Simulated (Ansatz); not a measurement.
System: SrTe.

Input file:

```
crystal:
  lattice:
    - [6.7188884341, 0.0, 0.0]
    - [0.0, -6.7188884341, 0.0]
    - [0.0, 0.0, -6.7188884341]
  atoms:
    - { symbol: Sr, position: [0.5, 0.0, 0.0] }
    - { symbol: Sr, position: [0.0, 0.5, 0.0] }
    - { symbol: Sr, position: [0.0, 0.0, 0.5] }
    - { symbol: Sr, position: [0.5, 0.5, 0.5] }
    - { symbol: Te, position: [0.0, 0.0, 0.0] }
    - { symbol: Te, position: [0.5, 0.5, 0.0] }
    - { symbol: Te, position: [0.5, 0.0, 0.5] }
    - { symbol: Te, position: [0.0, 0.5, 0.5] }
basis:
  ecutwfc: 420
kpoints:
  mp_grid: { grid: [6, 6, 6] }
hamiltonian:
  xc: pbe
scf:
  occupations: { method: gaussian, width: 0.02 }
output:
  forces: true
  stress: true
  eigenvalues: true
  write_density: true
  write_potential: true
  elf: true
  volumetric_format: npy
relax:
  adjacent_minimum: "off"
  f_tol: 0.015
  max_steps: 60
  cell: { stress_tol: 0.15 }
```

Command:

```sh
ansatz run input.yaml --threads 1 --pin off --max-ram 2560MiB --backend cpu --events-out ev --progress --plain --runs-dir out
```

Below, planes, directions and counts refer to the conventional cell (a = 6.72 Å, b = 6.72 Å, c = 6.72 Å, α = 90.00°, β = 90.00°, γ = 90.00°).

The fields are those of the relaxed geometry.

Space group Fm-3m; a structure from a database of computed crystals, not necessarily the ambient phase.

Theory: DFT PBE, scalar-relativistic, plane waves, PAW in Ansatz 0.2.0.

Q: Predict the valence pseudo-density and electron localisation function between the atoms.

A: Sr–Te (3.36 Å): ρ at the midpoint is about 0.14 e/Å³, with its minimum of 0.12 e/Å³ about 1.5 Å from Sr; the ELF peaks at about 0.75 in the valence shell of Te, 1.3 Å from its nucleus, and drops to about 0.10 between the two atoms.

Q: Metal or insulator at this level of theory?

A: It is gapped, with a Kohn–Sham gap of 1.8 eV on the k-point mesh, an upper bound to the gap of this method.

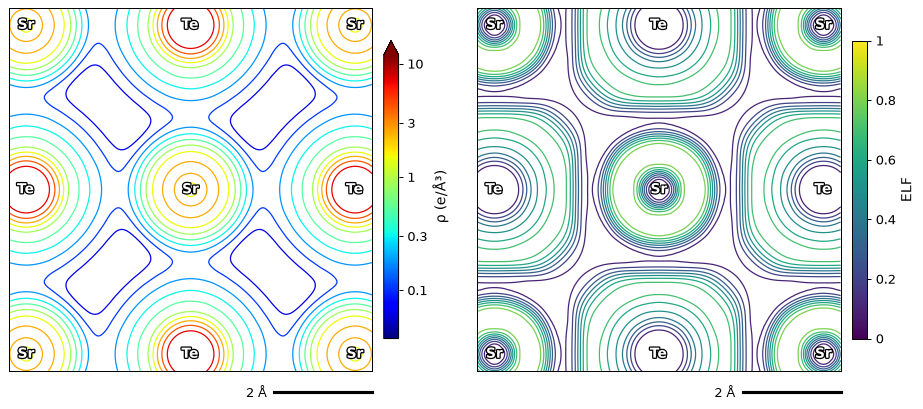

Computed valence pseudo-density and electron localisation function on the (001) plane of the conventional cell, in this order. 

Core electrons are frozen (PAW), and the valence fields are smoothed inside the atomic spheres.
